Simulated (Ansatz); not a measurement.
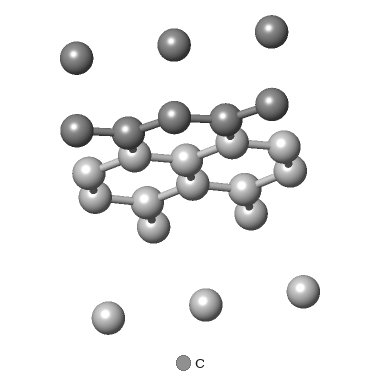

The system is N₂ on a C(111) slab cut from the C2/m phase, its upper half relaxed before the scan (16 atoms of substrate and one adsorbate in a 2 × 1 cell); the picture shows it without the atoms that are moved over the map. 
- N2 is moved over the surface cell at a fixed height above a rigid substrate; the origin of the map has the adsorbate above C15; the height is held at 2.70 Å.
- Places are given modulo a cell vector. The map is drawn in real space over the plane of the surface.
- The scan uses a 4 × 4 grid.
- Places are given in fractions of the 1 × 1 surface cell.
- Energies: meV, counted from the lowest grid point.
- At a fixed height the lowest place need not be the adsorption site.
- Level of theory: Ansatz, DFT PBE+D3(BJ), scalar-relativistic, plane waves, PAW. Settings: cutoff 420 eV, k-mesh 6×6×1, gaussian smearing 0.05 eV, no spin polarisation.

Range: position of N17 along the first surface vector from 0.00 to 0.75; position of N17 along the second surface vector from 0.00 to 0.75.

What will the energy surface look like?

The lowest grid point is at (2/4, 3/4) of the cell vectors. The highest grid point, the top site over a surface C atom, (0/4, 0/4) of the cell vectors, lies 101 meV above the lowest.

```
second ↓, first →  0/4  1/4  2/4  3/4
              3/4   50   24    0   25
              2/4   15   12   10   12
              1/4   50   45   41   45
              0/4  101   63   26   63
```

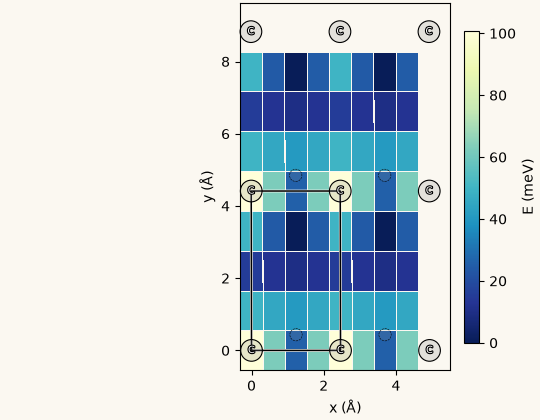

In the figure: one coloured cell a grid point, labelled circles for the atoms of the top layer and small ones for the second layer, the outline of one cell of the 2 × 2 shown.

Time for the 16 points that were run: 21 min on 1 thread of Arm Neoverse V2, on a shared host.

PAW datasets: the set soft_1.
